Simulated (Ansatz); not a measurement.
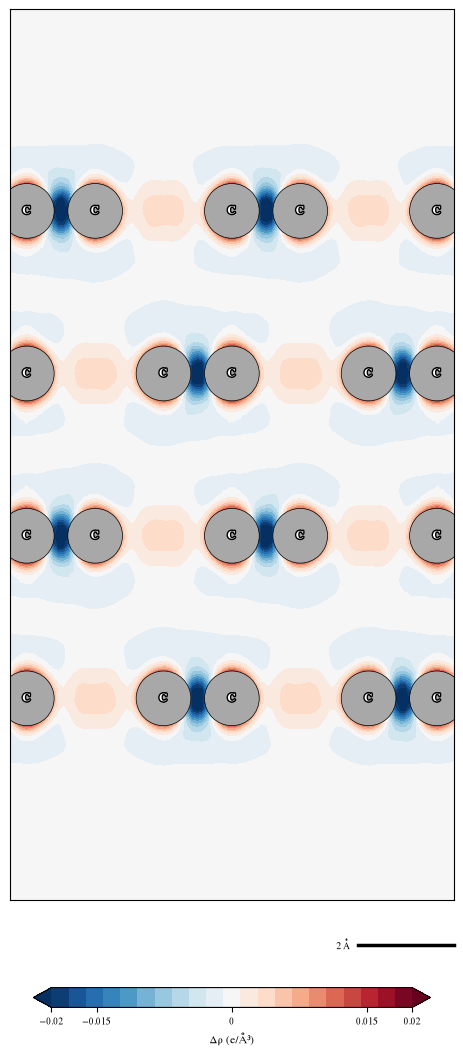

C (slab). Difference of the valence pseudo-densities of two functionals at the same geometry, on the (110) plane of the calculation cell, a cut from vacuum to vacuum: one of PBE and r2SCAN less the other.

Both computed with Ansatz (plane waves, PAW), on the same k-point mesh. Grey discs cover the atomic cores.

```
C
1.0
     2.46514    0.00000    0.00000
    -1.23257    2.13488    0.00000
     0.00000    0.00000   46.22162
C
8
Direct
  0.00000 0.00000 0.39021
  0.66667 0.33333 0.39020
  0.00000 0.00000 0.46345
  0.33333 0.66667 0.46345
  0.00000 0.00000 0.53655
  0.66667 0.33333 0.53655
  0.00000 0.00000 0.60979
  0.33333 0.66667 0.60980
```

Which was subtracted from which, and what does the map show?

It is PBE less r2SCAN. Against r2SCAN, PBE gives less density around C (−0.006 e/Å³ on average at 0.8 Å from the nucleus) and a change of −0.029 e/Å³ at the midpoint of C–C.
